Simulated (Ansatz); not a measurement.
Consider Zr.

```
CELL_PARAMETERS angstrom
4.52645 0.00000 0.00000
0.00000 4.52645 0.00000
0.00000 0.00000 4.52645
ATOMIC_POSITIONS crystal
Zr 0.00000 0.50000 0.50000
Zr 0.50000 0.00000 0.50000
Zr 0.50000 0.50000 0.00000
Zr 0.00000 0.00000 0.00000
```

Space group Fm-3m; a structure from a database of computed crystals, not necessarily the ambient phase.

Level of theory: DFT PBE, scalar-relativistic, plane waves, PAW (Ansatz 0.2.0).

> Predict the valence pseudo-density and electron localisation function between the atoms.

Zr–Zr (3.20 Å): ρ is about 0.17 e/Å³ halfway; the ELF is about 0.20 at the midpoint; no shared electron pair shows on this line.

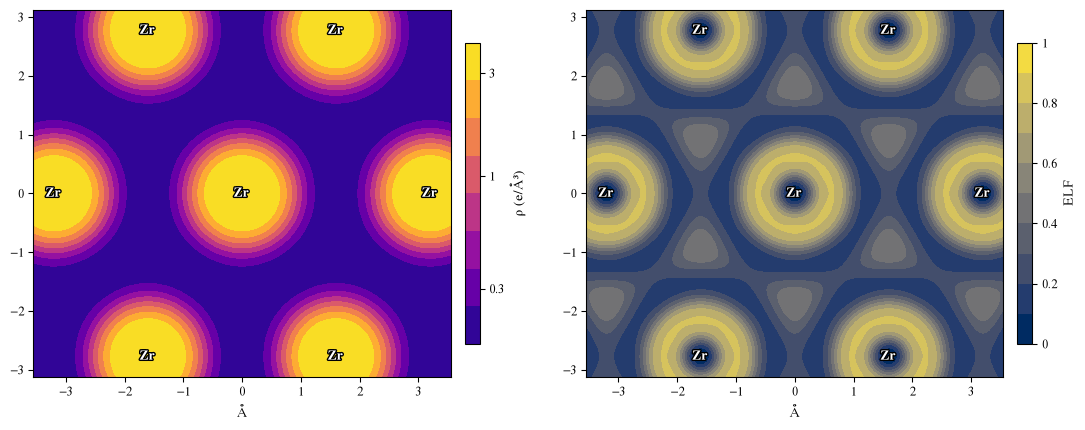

Computed valence pseudo-density and electron localisation function on the (111) plane of the conventional cell, in this order. 
